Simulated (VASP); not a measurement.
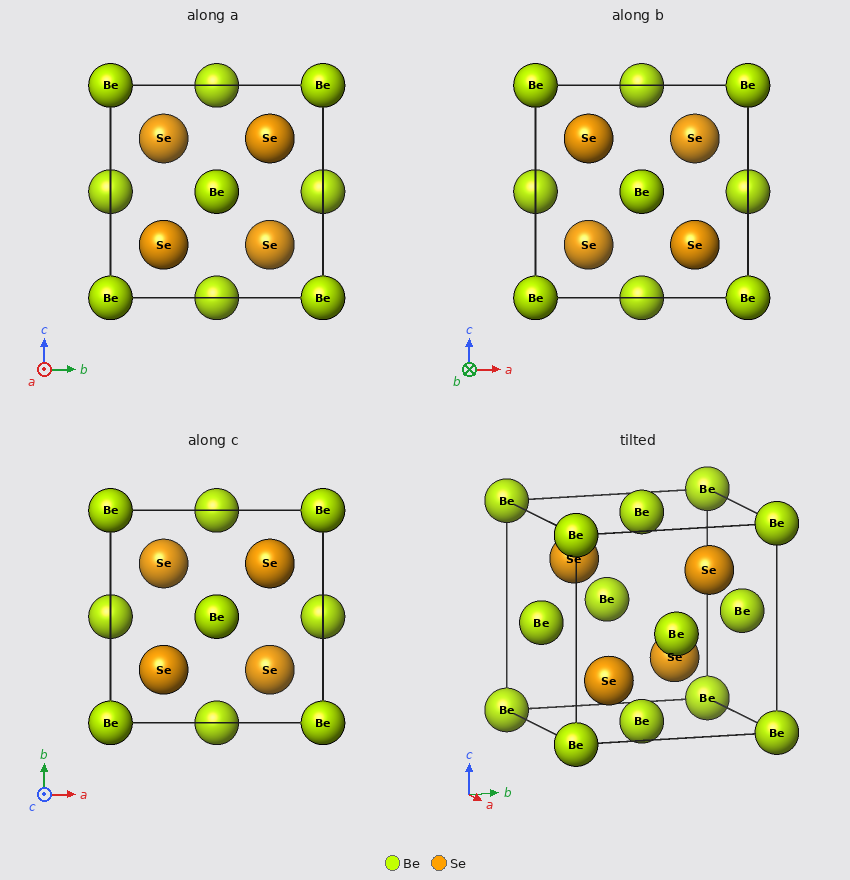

We look at a spheres-only model of the crystal along the a axis, along the b axis, along the c axis and slightly off an axis. The parallelepiped is the conventional unit cell.

Lattice parameters: a = 5.1621 Å, b = 5.1621 Å, c = 5.1621 Å, α = 90.000°, β = 90.000°, γ = 90.000°.

Question: Set out the cell and atoms as a CIF in P1 with every atom of the cell.

Answer:
```cif
data_structure
_symmetry_space_group_name_H-M 'P 1'
_symmetry_Int_Tables_number 1
_cell_length_a 5.1621
_cell_length_b 5.1621
_cell_length_c 5.1621
_cell_angle_alpha 90.000
_cell_angle_beta 90.000
_cell_angle_gamma 90.000
_cell_volume 137.55
loop_
_atom_site_label
_atom_site_type_symbol
_atom_site_fract_x
_atom_site_fract_y
_atom_site_fract_z
_atom_site_occupancy
Be1 Be 0.0000 0.0000 0.0000 1
Se1 Se 0.2500 0.2500 0.7500 1
Be2 Be 0.0000 0.5000 0.5000 1
Se2 Se 0.2500 0.7500 0.2500 1
Be3 Be 0.5000 0.0000 0.5000 1
Se3 Se 0.7500 0.2500 0.2500 1
Be4 Be 0.5000 0.5000 0.0000 1
Se4 Se 0.7500 0.7500 0.7500 1
```

Its origin is a structure type filled with these elements by a generator (whether the compound takes this form wasn't checked). Earlier steps of the study may have refined or changed the cell and positions. An electronic-structure calculation with VASP was run on it.
